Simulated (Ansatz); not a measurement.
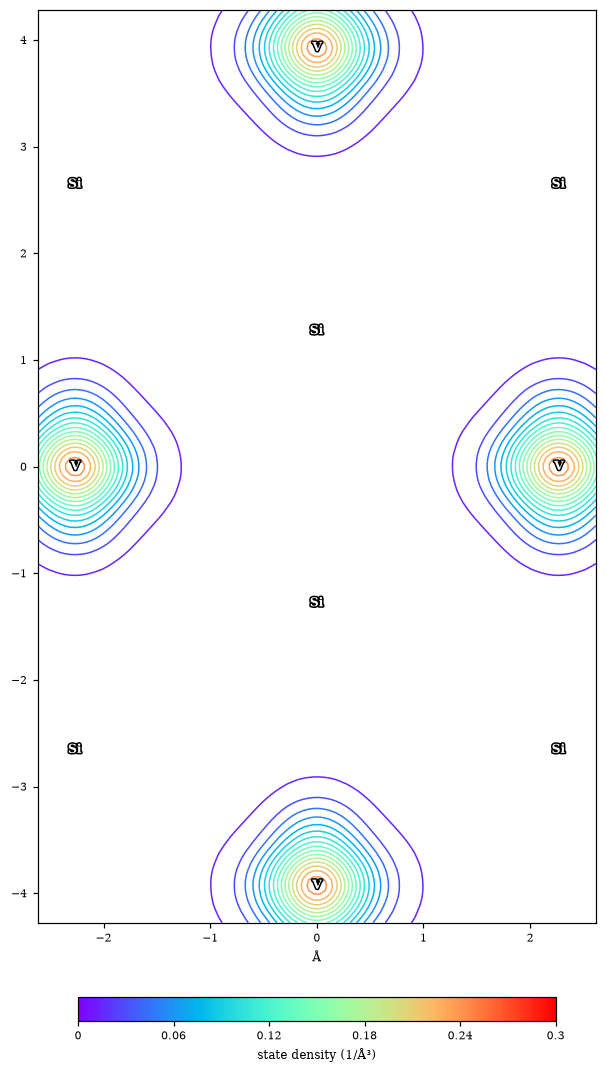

VSi2. Density of the Kohn–Sham states from −1.2 to 0.0 eV about the Fermi level (the filled states just under the Fermi level), scaled to one electron a cell: a map on the (001) plane of the conventional cell.

Space group P6_222; the calculation finds a residual pressure of about 4 GPa at this fixed cell; computed without spin polarisation. The cell comes from a database of computed structures, not from a measurement.

Computed with DFT PBE, scalar-relativistic, plane waves, PAW in Ansatz.

Core electrons are frozen (PAW), so the fields are smoothed inside the atomic spheres.

```xyz
9
Lattice="4.5348 0.0000 0.0000 -2.2674 3.9273 0.0000 0.0000 0.0000 6.3189" Properties=species:S:1:pos:R:3 pbc="T T T"
V    -1.1337    1.9636    1.0532
V     1.1337    1.9636    5.2657
V     2.2674    0.0000    3.1595
Si    2.2674    2.6509    3.1595
Si   -1.1621    3.2891    5.2657
Si    1.1621    3.2891    1.0532
Si    0.0000    1.2763    3.1595
Si    3.4295    0.6381    5.2657
Si    1.1053    0.6381    1.0532
```

### Describe these states.

Löwdin projections on the PAW files' atomic orbitals give V 3d (80 %) and Si 3p (20 %). In space (atomic cells sized by Bader volumes) the density divides as V about 65 % and Si about 35 %.
